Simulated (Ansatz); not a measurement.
## TiAl3: geometry relaxation (part 1 of 2)

The run: geometry relaxation of TiAl3 (I4/mmm, 4 atoms in the cell). Method and program: DFT PBE, scalar-relativistic, plane waves, PAW, no spin polarisation (Ansatz 0.2.0).

The structure derives from a Materials Project entry.

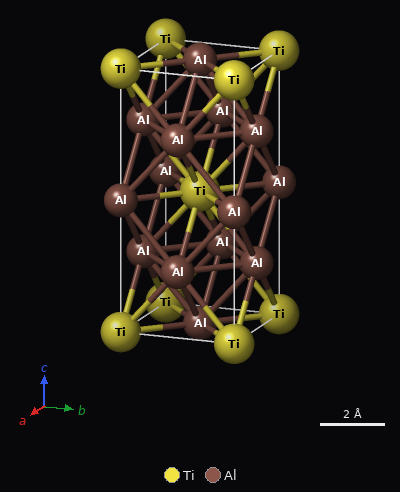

**Figure 1.** The structure as given in the input (ball-and-stick view of the cell 2 times as large as that of the calculation, set on its symmetry axes, seen slightly off an axis). An atom can appear more than once, as a periodic image. Near neighbours in the periodic cell (some may lie outside the picture): Ti has 12 Al at 2.70 to 2.87 Å; Al has 8 Al at 2.70 to 2.87 Å and 4 Ti at 2.70 to 2.87 Å.

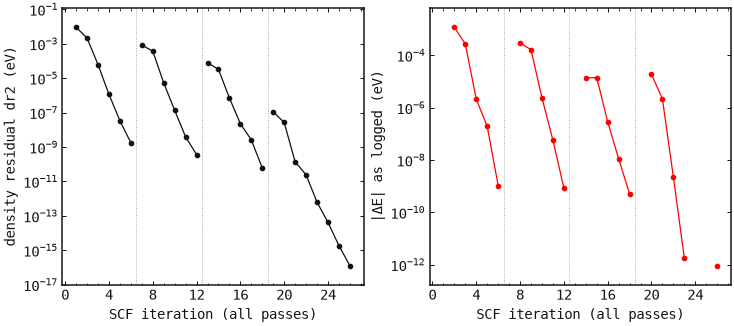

**Figure 2.** Convergence of the self-consistent field: density residual dr2 and size of the energy change against the SCF iteration. The dotted lines part the SCF passes of the relaxation: geometry steps, rejected trials and re-solves on a re-selected basis. The passes take 6, 6, 6 and 8 iterations.

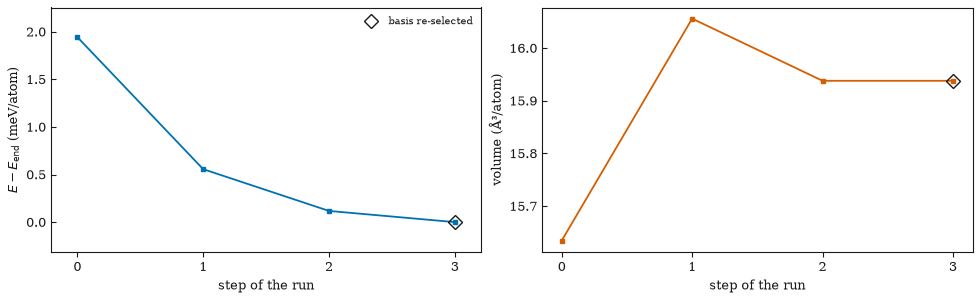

**Figure 3.** Progress of the relaxation, step by step (the first geometry is step 0 here and step 1 in the log).

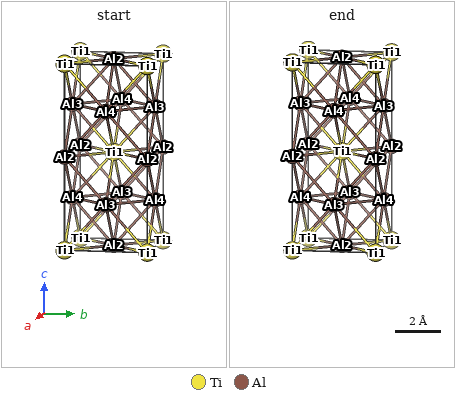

**Figure 4.** Before (left) and after (right) the relaxation, at one scale (ball-and-stick view of the cell 2 times as large as that of the calculation, set on its symmetry axes, seen slightly off an axis). The energy falls by 1.8 meV per atom in 2 geometry steps. All forces vanish by symmetry, so only the cell relaxes. The pressure goes from 2.10 to −0.01 GPa. The atoms keep their places relative to the cell (all moves are under 0.005 Å). Cell: a = b 3.822 → 3.845 Å (+0.6 %), c 8.561 → 8.623 Å (+0.7 %). Volume +1.9 %. Distances before and after: Al2–Al3 2.869 → 2.889 Å, Ti1–Al3 2.869 → 2.889 Å, Al3–Al4 2.703 → 2.719 Å, Ti1–Al2 2.703 → 2.719 Å. The space group stays I4/mmm (No. 139). A last SCF at the same geometry on a re-selected plane-wave basis shifts the energy by −0.1 meV per atom. (Atoms are counted from 1 in the order of the input.)

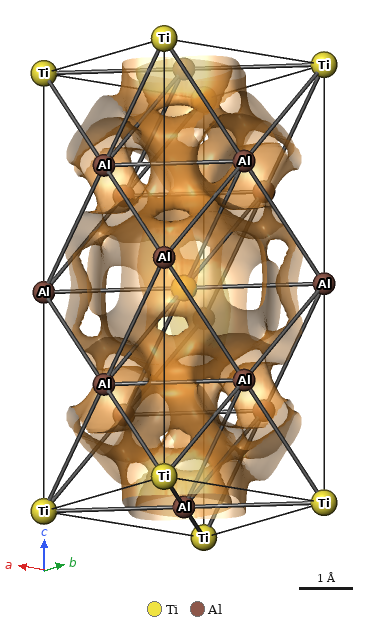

**Figure 5.** Isosurface of the ELF at 0.6 (orange), seen at an oblique angle. Core shells and regions of very low density are left out. Sticks mark near contacts. The outline is the cell set on symmetry axes. Values along the shortest contacts: Ti–Al (2.72 Å): the ELF is about 0.35 at the midpoint, which marks nearly free electrons, as in a simple metal. Al–Al (2.72 Å): the ELF peaks at about 0.70 between the atoms. The fields are those of the smooth PAW valence density.

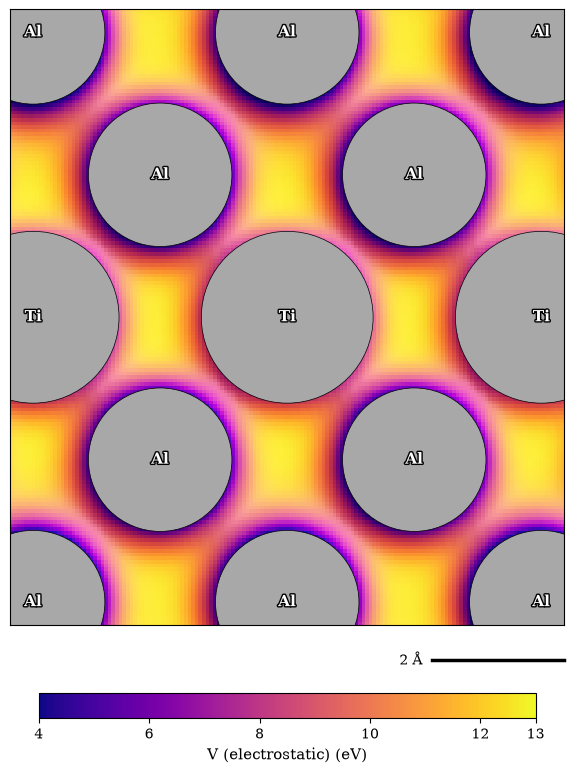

**Figure 6.** Electrostatic potential (local pseudopotential plus Hartree) felt by an electron on the (100) plane of the conventional cell. Grey discs, where drawn, cover atomic cores. Outside the cores the potential energy rises away from the atoms and is highest about 1.9 Å from the nearest atoms; outside the discs it spans about 8 eV, and its zero is arbitrary.

The input that produced these results follows, with the program's output.

## Input file
```yaml
crystal:
  lattice:
    - [-1.9111067713, 1.9111067713, 4.2806687947]
    - [1.9111067713, -1.9111067713, 4.2806687947]
    - [1.9111067713, 1.9111067713, -4.2806687947]
  atoms:
    - { symbol: Ti, position: [0.0, 0.0, 0.0] }
    - { symbol: Al, position: [0.5, 0.5, 0.0] }
    - { symbol: Al, position: [0.75, 0.25, 0.5] }
    - { symbol: Al, position: [0.25, 0.75, 0.5] }
basis:
  ecutwfc: 420
kpoints:
  mp_grid: { grid: [16, 16, 16] }
hamiltonian:
  xc: pbe
scf:
  occupations: { method: gaussian, width: 0.1 }
output:
  forces: true
  stress: true
  eigenvalues: true
  write_density: true
  write_potential: true
  elf: true
  volumetric_format: npy
relax:
  adjacent_minimum: "off"
  f_tol: 0.005
  max_steps: 80
  cell: { stress_tol: 0.05 }
```

Launched with:
```bash
ansatz run input.yaml --threads 1 --pin off --max-ram 2560MiB --backend cpu --events-out ev --progress --plain --runs-dir out
```

## Log
```
Engine: ansatz 0.2.0, x86_64-unknown-linux-gnu
Pseudopotentials: kind: paw
Pseudopotential: Ti, paw, valence charge 12, recommended cutoff 420 eV (normal), Ti.paw.azcp
Pseudopotential: Al, paw, valence charge 3, recommended cutoff 420 eV (normal), Al.paw.azcp
Functional definition: PBE
  parameter kappa = 0.804
  parameter beta = 0.06672455060314922
  exchange = pbe_x(kappa = kappa, mu = beta*pi^2/3)
  correlation = pbe_c(beta = beta)
Crystal: 4 atoms, lattice volume = 62.538 Å³
Basis set: ecut = 420 eV, 1203 PW (Γ), exchange–correlation on 72×72×72 points (8 copies of the dense FFT grid, shifted against one another)
Bands: 15, of which v1, the nominal top of the filled ones, is band 11 counted from 1 (10 counted from 0)
Symmetry: 16 space group operations
Space group: I4/mmm (ITA 139), of the structure as read, at distance tolerance 4.0e-5 Å
k-points: 349 of 4096
Non-local potential: Ti, projectors of the file, l = 0: 3, l = 1: 2, l = 2: 3, l = 3: 1
Non-local potential: Al, projectors of the file, l = 0: 2, l = 1: 2, l = 2: 1
PAW form: soft (Blöchl's): semilocal exchange-correlation on the pseudo side does not see the compensation charge
PAW one-centre angular grid: Ti, 590 points (default); XC on 64 Gauss nodes
PAW one-centre angular grid: Al, 110 points (default); XC on 64 Gauss nodes
Initial density: superposition of atomic densities (neutral atoms: chi_scale 0, normalization atom), corrected by the library's trained network
Initial wavefunctions: pseudopotential atomic-orbital guess
Functional: x = pbe(κ = 0.804, μ = 0.2195149727645171), c = pbe(β = 0.06672455060314922)
SCF iter   1: F=—  HF=-4113.759594 eV  |F-HF|=—  |Δ(HF+E_count)|=         —  Δρ=3.19e-3  dr2=9.19e-3  ethr=1.77e-3  ⟨swp⟩=5.4  Hψ=30141  notcnv=0
preconditioner: auto → Kerker (q_TF=auto, 2.275 Å⁻¹)  [metal: Δε(μ)=0.010 eV  Ē_g=5.565 eV  σ=0.100 eV  W_gap=0.06  n_scr=10 (ndim 8)  ℏωp=16.9 eV  f_vac=0.000  D(μ)=1.71/eV (n_scr^D=10)]
SCF iter   2: F=—  HF=-4113.758405 eV  |F-HF|=—  |Δ(HF+E_count)|=   1.19e-3  Δρ=1.57e-3  dr2=2.14e-3  ethr=4.38e-5  ⟨swp⟩=1.0  Hψ=8027  notcnv=0
SCF iter   3: F=—  HF=-4113.758133 eV  |F-HF|=—  |Δ(HF+E_count)|=   2.72e-4  Δρ=2.96e-4  dr2=6.16e-5  ethr=1.02e-5  ⟨swp⟩=2.0  Hψ=6125  notcnv=0
SCF iter   4: F=—  HF=-4113.758135 eV  |F-HF|=—  |Δ(HF+E_count)|=   2.13e-6  Δρ=3.85e-5  dr2=1.16e-6  ethr=2.93e-7  ⟨swp⟩=2.5  Hψ=7319  notcnv=0
iter 5 did not close the SCF: its close was put off for the readings that it lacked (scf_convergence_deferred on its scf_iter line)
SCF iter   5: F=-4113.758135 eV  HF=-4113.758135 eV  |F-HF|=4.85e-9  |Δ(HF+E_count)|=   1.92e-7  Δρ=8.46e-6  dr2=3.36e-8  ethr=5.50e-9  ⟨swp⟩=2.4  Hψ=7449  notcnv=0
SCF iter   6: F=-4113.758135 eV  HF=-4113.758135 eV  |F-HF|=8.64e-10  |Δ(HF+E_count)|=   1.06e-9  Δρ=1.55e-6  dr2=1.78e-9  ethr=1.60e-10  ⟨swp⟩=5.4  Hψ=26865  notcnv=0
SCF 1 converged in 6 iterations: F = -4113.758135 eV  dr2 = 1.78e-9
  greatest PAW one-centre occupation: 0.999 electrons in one spin orbital (limit 2), on the Ti atom at site 0 (counted from 0), in its partial waves of l = 0
relax step   1: F+E_penalty+E_count = -4113.75813487 eV  Δ(F+E_penalty+E_count) = +0.000e0 eV  max|allowed force component| = 1.128e-17 eV/Å  Δτ_max = 0.0000 Å  P = +2.096 GPa  Ω = 62.538 Å³  (6 SCF iters, dr2 threshold 1.00e-7 eV, accepted)
Crystal: 4 atoms, lattice volume = 64.224 Å³
Basis set: ecut = 420 eV, 1299 PW (Γ), exchange–correlation on 72×72×72 points (8 copies of the dense FFT grid, shifted against one another)
Initial density: handed on by an earlier stage of this run
Initial wavefunctions: those handed on with the density
iter 1 solved again at ethr=4.69e-6 eV; its pass at ethr=3.10e-3 eV (dr2=9.85e-4 eV) is discarded
SCF iter   1: F=—  HF=-4113.764151 eV  |F-HF|=—  |Δ(HF+E_count)|=         —  Δρ=8.73e-4  dr2=8.43e-4  ethr=4.69e-6  ⟨swp⟩=1.8  Hψ=33027  notcnv=0
preconditioner: auto → Kerker (q_TF=auto, 2.265 Å⁻¹)  [metal: Δε(μ)=0.009 eV  Ē_g=5.440 eV  σ=0.100 eV  W_gap=0.05  n_scr=10 (ndim 8)  ℏωp=16.7 eV  f_vac=0.000  D(μ)=1.74/eV (n_scr^D=10)]
SCF iter   2: F=—  HF=-4113.763851 eV  |F-HF|=—  |Δ(HF+E_count)|=   3.00e-4  Δρ=5.74e-4  dr2=3.74e-4  ethr=4.01e-6  ⟨swp⟩=1.0  Hψ=5235  notcnv=0
SCF iter   3: F=—  HF=-4113.763685 eV  |F-HF|=—  |Δ(HF+E_count)|=   1.65e-4  Δρ=8.64e-5  dr2=5.35e-6  ethr=1.78e-6  ⟨swp⟩=2.3  Hψ=7426  notcnv=0
iter 4 did not close the SCF: its close was put off for the readings that it lacked (scf_convergence_deferred on its scf_iter line)
SCF iter   4: F=-4113.763683 eV  HF=-4113.763683 eV  |F-HF|=7.24e-8  |Δ(HF+E_count)|=   2.38e-6  Δρ=1.50e-5  dr2=1.36e-7  ethr=2.55e-8  ⟨swp⟩=2.4  Hψ=8023  notcnv=0
iter 5 did not close the SCF: its close was put off for the readings that it lacked (scf_convergence_deferred on its scf_iter line)
SCF iter   5: F=-4113.763683 eV  HF=-4113.763683 eV  |F-HF|=2.70e-9  |Δ(HF+E_count)|=   5.73e-8  Δρ=2.39e-6  dr2=3.91e-9  ethr=6.48e-10  ⟨swp⟩=2.2  Hψ=7802  notcnv=0
SCF iter   6: F=-4113.763683 eV  HF=-4113.763683 eV  |F-HF|=3.09e-10  |Δ(HF+E_count)|=  8.48e-10  Δρ=8.13e-7  dr2=3.64e-10  ethr=1.86e-11  ⟨swp⟩=3.7  Hψ=23682  notcnv=0
SCF 2 converged in 6 iterations: F = -4113.763683 eV  dr2 = 3.64e-10
relax step   2: F+E_penalty+E_count = -4113.76368299 eV  Δ(F+E_penalty+E_count) = -5.548e-3 eV  max|allowed force component| = 6.939e-18 eV/Å  Δτ_max = 0.0000 Å  P = -0.781 GPa  Ω = 64.224 Å³  energy of the carried Pulay correction = -5.918e-4 eV  (6 SCF iters, dr2 threshold 4.00e-7 eV, accepted)
Crystal: 4 atoms, lattice volume = 63.751 Å³
iter 1 solved again at ethr=3.17e-7 eV; its pass at ethr=3.10e-3 eV (dr2=6.65e-5 eV) is discarded
```
